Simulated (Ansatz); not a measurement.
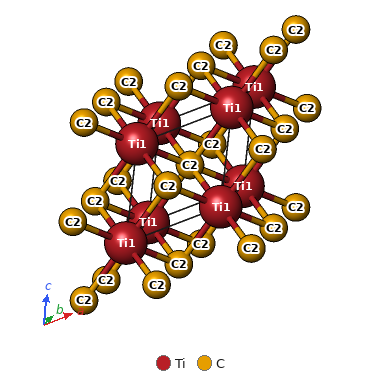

The system is TiC (Fm-3m, No. 225; 2 atoms in the cell); the picture shows the reference structure. 
- The cell is strained homogeneously, by one strain along x and y and another along z, with fractional coordinates fixed (x, y and z along the cube axes).
- First axis: strain along x and y. Second axis: strain along z.
- The scan uses a 5 × 5 grid.
- Energies: meV/atom, counted from the lowest grid point.
- The reference cell is the one listed in the database, not relaxed at this level.
- These are results of DFT PBE, scalar-relativistic, plane waves, PAW (Ansatz 0.2.0), not measurements. Settings: cutoff 420 eV, k-mesh 18×18×18, gaussian smearing 0.15 eV, no spin polarisation.

Its coordinates:

```
CELL_PARAMETERS angstrom
0.00000 2.16400 2.16400
2.16400 0.00000 2.16400
2.16400 2.16400 0.00000
ATOMIC_POSITIONS crystal
Ti 0.00000 0.00000 0.00000
C 0.50000 0.50000 0.50000
```

Range: strain along x and y from −3.0 to 3.0 %; strain along z from −3.0 to 3.0 %.

> Predict the map.

The lowest grid point is at strain along x and y = 0.0 %, strain along z = 0.0 %. No other kind of well shows on this grid. The highest grid point, strain along x and y = −3.0 %, strain along z = −3.0 %, lies 76.1 meV/atom above the lowest. Round the minimum the valley is somewhat tilted: raising strain along x and y shifts the best value of strain along z downwards (coupling k₁₂/√(k₁₁k₂₂) about 0.3).

```
strain along z ↓, strain along x and y →  −3.0  −1.5   0.0   1.5   3.0
                                     3.0  41.5  15.9  11.5  25.2  54.4
                                     1.5  39.3  10.4   2.6  13.0  39.0
                                     0.0  43.6  11.2   0.0   7.0  29.6
                                    −1.5  55.4  19.5   4.7   8.2  27.5
                                    −3.0  76.1  36.5  18.1  18.1  33.9
```

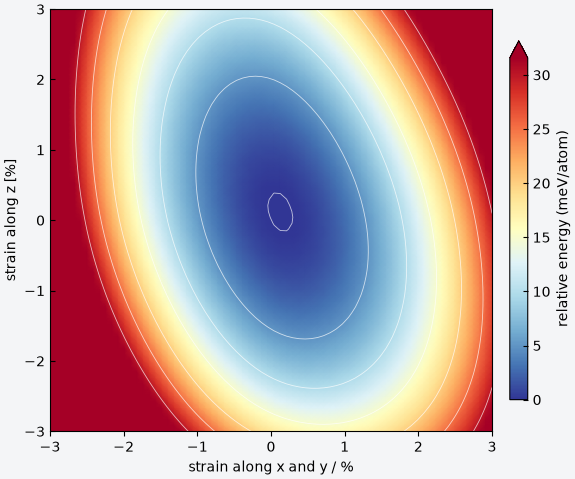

The picture shows a smooth colour map with a few white contour lines, one colour for all values above the top of the scale. Between grid points the surface is interpolated.
